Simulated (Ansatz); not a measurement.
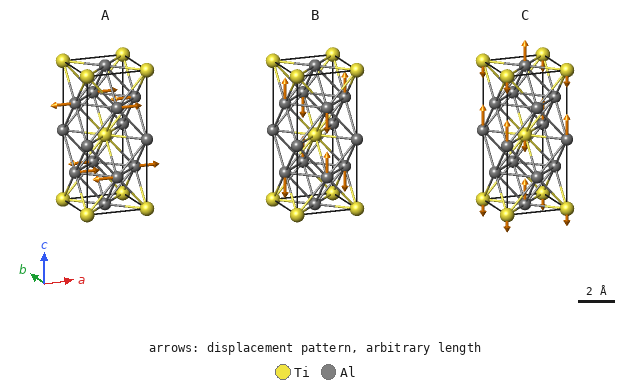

Modes of solid TiAl₃ relaxed at 22 GPa, space group I4/mmm (No. 139), at the zone centre (one member of each degenerate set). Displacements are drawn as orange arrows; their common scale and sign are arbitrary. The picture is a ball-and-stick view of the conventional cell (2 times the calculation's cell), seen slightly off an axis. Lengths and directions refer to the drawn axes.

The calculation used DFT PBE, scalar-relativistic, plane waves, PAW in Ansatz 0.2.0.

The frequencies depend somewhat on the k-mesh and the smearing.

**Which are infrared-active and which Raman-active?**

A is E_g, Raman-active by symmetry (418 cm⁻¹). B is B₁g, Raman-active by symmetry (316 cm⁻¹). C is A₂u, infrared-active by symmetry (247 cm⁻¹). The crystal has a centre of inversion, so no mode is both. In a metal the free carriers screen the infrared response.
